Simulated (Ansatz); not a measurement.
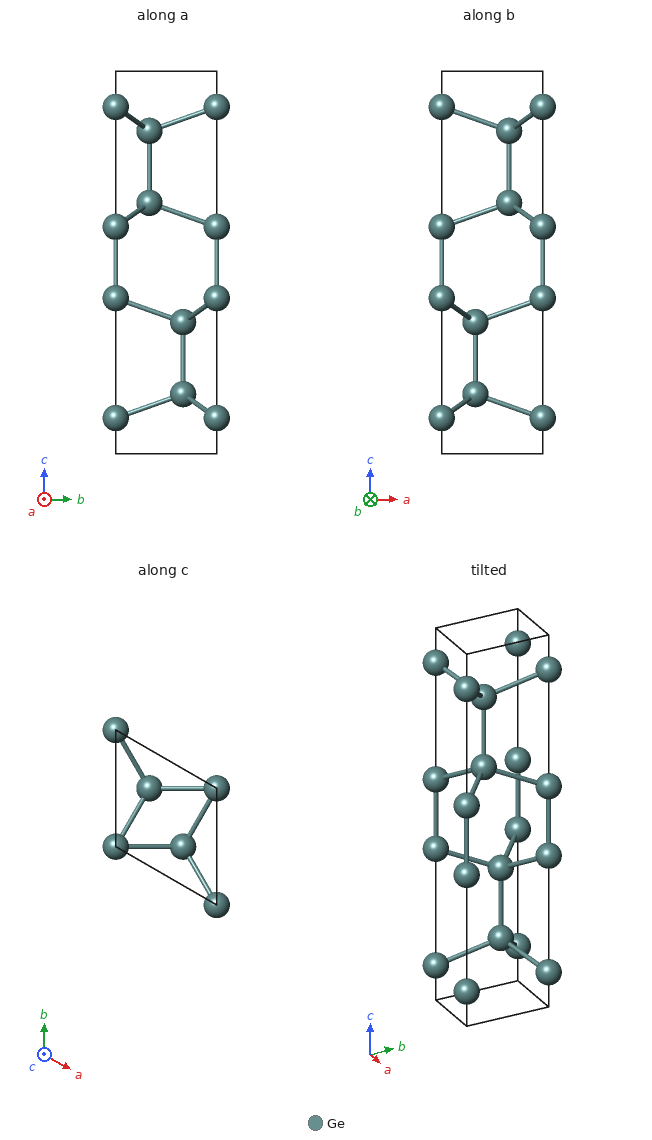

Ball-and-stick representation of a periodic structure, projected along the a axis, along the b axis, along the c axis and slightly off an axis. The box is the conventional unit cell; atoms on or close to its faces, edges and corners are drawn wherever they repeat.

Lattice parameters: a = 4.0046 Å, b = 4.0046 Å, c = 13.1336 Å, α = 90.000°, β = 90.000°, γ = 120.000°.

Question: Reconstruct the structure as a CIF in P1 with every atom of the cell, with free fractional coordinates to two decimals.

Answer:
```cif
data_structure
_symmetry_space_group_name_H-M 'P 1'
_symmetry_Int_Tables_number 1
_cell_length_a 4.0046
_cell_length_b 4.0046
_cell_length_c 13.1336
_cell_angle_alpha 90.000
_cell_angle_beta 90.000
_cell_angle_gamma 120.000
_cell_volume 182.40
loop_
_atom_site_label
_atom_site_type_symbol
_atom_site_fract_x
_atom_site_fract_y
_atom_site_fract_z
_atom_site_occupancy
Ge1 Ge 0.00 0.00 0.91 1
Ge2 Ge 0.3333 0.6667 0.16 1
Ge3 Ge 0.00 0.00 0.41 1
Ge4 Ge 0.6667 0.3333 0.66 1
Ge5 Ge 0.00 0.00 0.09 1
Ge6 Ge 0.3333 0.6667 0.34 1
Ge7 Ge 0.00 0.00 0.59 1
Ge8 Ge 0.6667 0.3333 0.84 1
```

The initial geometry was a structure type filled with this element by a generator (whether the element takes this form wasn't checked). The geometry was optimised with DFT, r2SCAN, plane waves, PAW (Ansatz).
